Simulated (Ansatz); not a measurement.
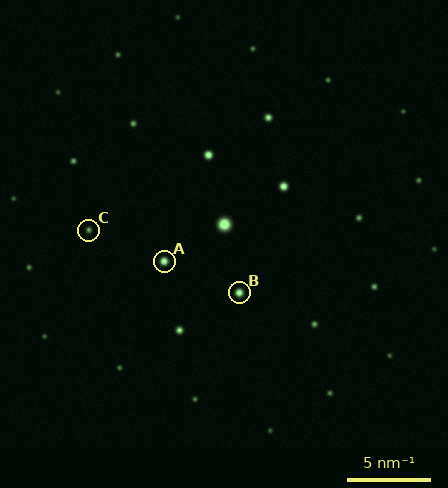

The pattern is a kinematic simulation for 100 kV electrons (no multiple scattering; isotropic B = 0.3 Å²). The zone axis points towards the electron source and the pattern is seen from the source side.

Crystal: B, space group Fd-3m (No. 227), a = 4.07 Å. Structure: coordinates from a relaxation with DFT, revPBE, plane waves (420 eV) with PAW, scalar-relativistic in Ansatz; the starting structure was generated, so it need not be a known form of this composition.

```cif
data_structure
_symmetry_space_group_name_H-M 'Fd-3m:1'
_symmetry_Int_Tables_number 227
_cell_length_a 4.0719
_cell_length_b 4.0719
_cell_length_c 4.0719
_cell_angle_alpha 90.000
_cell_angle_beta 90.000
_cell_angle_gamma 90.000
_cell_volume 67.52
loop_
_atom_site_label
_atom_site_type_symbol
_atom_site_symmetry_multiplicity
_atom_site_Wyckoff_symbol
_atom_site_fract_x
_atom_site_fract_y
_atom_site_fract_z
_atom_site_occupancy
B1 B 8 b 0.25000 0.25000 0.75000 1
```

Spot A is indexed -1 1 -1 and spot B -1 1 1.

Index the other marked spot.

Answer. C = 2A − B = -1 1 -3 (d = 1.228 Å).

Which zone axis is this?

Answer. The cross product of A and B is parallel to [110]; every spot obeys hu + kv + lw = 0.

What are the spacings of A and B and the angle between them?

Answer. d(A) = 2.351 Å, d(B) = 2.351 Å, and the angle is 70.5°.
